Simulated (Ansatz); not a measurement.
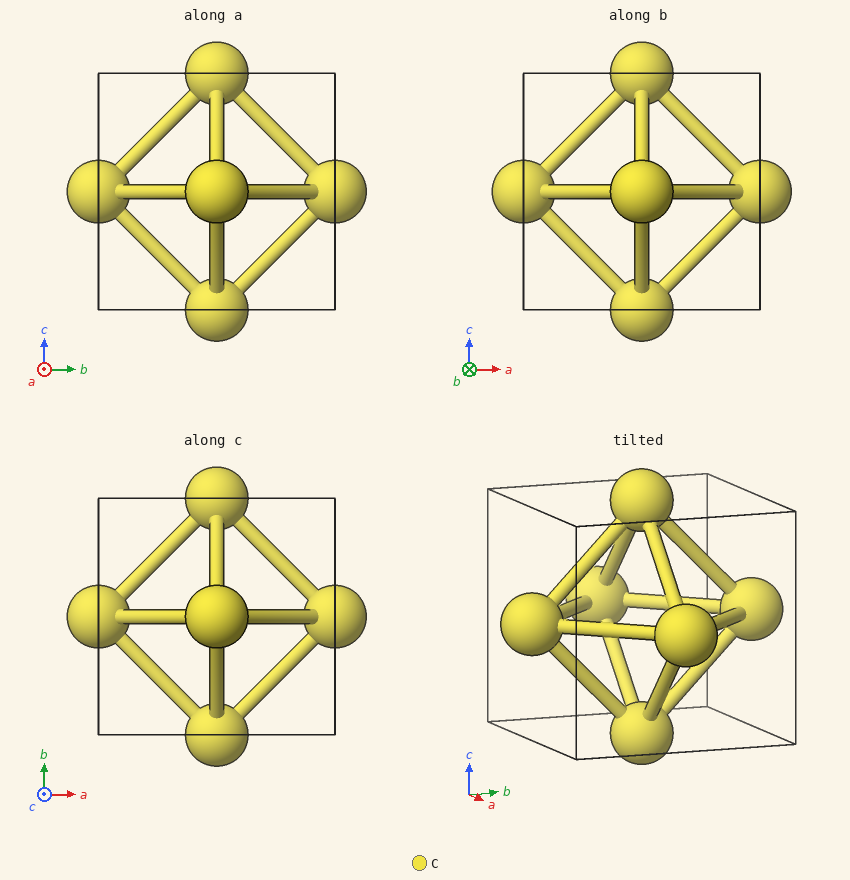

We look at a ball-and-stick model of the crystal along the a axis, along the b axis, along the c axis and slightly off an axis. The box is the conventional unit cell; atoms on or close to its faces, edges and corners are drawn wherever they repeat.

Lattice parameters: a = 2.6197 Å, b = 2.6197 Å, c = 2.6197 Å, α = 90.000°, β = 90.000°, γ = 90.000°.

Convert the drawing into a CIF in P1 with every atom of the cell.

Answer.
```cif
data_structure
_symmetry_space_group_name_H-M 'P 1'
_symmetry_Int_Tables_number 1
_cell_length_a 2.6197
_cell_length_b 2.6197
_cell_length_c 2.6197
_cell_angle_alpha 90.000
_cell_angle_beta 90.000
_cell_angle_gamma 90.000
_cell_volume 17.98
loop_
_atom_site_label
_atom_site_type_symbol
_atom_site_fract_x
_atom_site_fract_y
_atom_site_fract_z
_atom_site_occupancy
C1 C 0.0000 0.5000 0.5000 1
C2 C 0.5000 0.0000 0.5000 1
C3 C 0.5000 0.5000 0.0000 1
```

Starting structure: a random cell made by a generator, so it need not be a real form of the element. The final geometry of a relaxation with DFT PBE, scalar-relativistic, plane waves, PAW in Ansatz 0.2.0 is shown.
